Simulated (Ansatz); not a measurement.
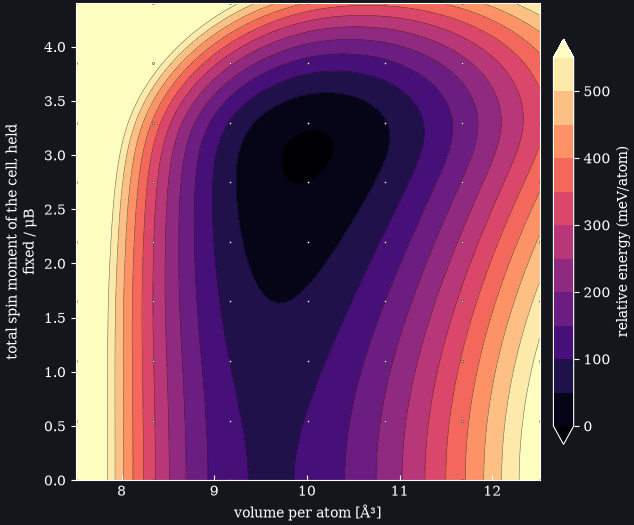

Energy landscape of Co (P6_3/mmc, No. 194; 2 atoms in the cell). 
- The energy is mapped over volume and a fixed ferromagnetic moment.
- Coordinates scanned: (1) volume per atom; (2) total spin moment of the cell, held fixed.
- Nothing is relaxed (shape and fractional coordinates fixed).
- The grid has 7 × 9 points.
- Points are written as (first, second).
- Energies: meV/atom, counted from the lowest grid point.
- The moment is held fixed and parallel; antiferromagnetic orders weren't tried. The electronic state followed may not be the lowest one.
- All numbers below come from Ansatz 0.2.0, DFT LDA, scalar-relativistic, plane waves, PAW. Settings: cutoff 520 eV, k-mesh 24×24×12 in the order of the run's cell vectors, gaussian smearing 0.15 eV.

In the figure: filled contours, dots at the grid points, one colour for all values above the top of the scale. Between grid points the surface is interpolated. 

> Summarise what can be read from the map.

The lowest grid point is at (10.01 Å³, 2.75 μB). It is the only kind of minimum in the scanned range. The highest grid point, (7.50 Å³, 4.40 μB), lies 1783 meV/atom above the lowest. Round the minimum the valley is somewhat tilted: raising volume per atom shifts the best value of the second coordinate upwards (coupling k₁₂/√(k₁₁k₂₂) about −0.3).

Time for the 63 points that were run: 33 min on 2 threads of Arm Neoverse N1 (shared host).

PAW datasets: the set soft_1.
